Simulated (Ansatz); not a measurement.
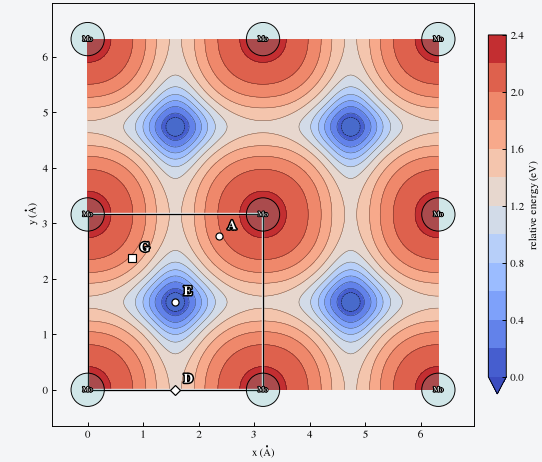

S on a Mo(100) slab cut from the Im-3m phase, its upper half relaxed before the scan (16 atoms of substrate and one adsorbate in a 2 × 2 cell). 
- S is moved over the surface cell; relaxed at each place: the height of the adsorbate's atoms; substrate rigid; the origin of the map has the adsorbate above Mo13.
- Places are given modulo a cell vector. The map is drawn in real space over the plane of the surface.
- The grid has 8 × 8 points; 15 points were computed and 49 follow by symmetry.
- Places are given in fractions of the 1 × 1 surface cell.
- All energies are given in eV relative to the lowest grid point.
- Level of theory: Ansatz, DFT PBE, scalar-relativistic, plane waves, PAW. Settings: cutoff 420 eV, k-mesh 4×4×1, gaussian smearing 0.1 eV, no spin polarisation.

Drawn: filled contours, labelled circles for the atoms of the top layer and small ones for the second layer, the outline of one cell of the 2 × 2 shown, lettered points. Between grid points the surface is interpolated.

> Is D the lowest point of the computed grid?

No. D lies 1.37 eV above the lowest grid point, which is at a fourfold hollow over a second-layer Mo atom, (4/8, 4/8) of the cell vectors.

> Rank the lettered points by energy, lowest first.

E (0.00 eV), D (1.37 eV), G (1.76 eV), A (1.96 eV).

> What kind of point is each of A, D, E, G: minimum, saddle, maximum or slope?

A: on a slope; D: saddle point; E: minimum; G: on a slope. (In these two coordinates alone; a stationary point may lie a little off the grid point.)

PAW datasets: the set soft_1.
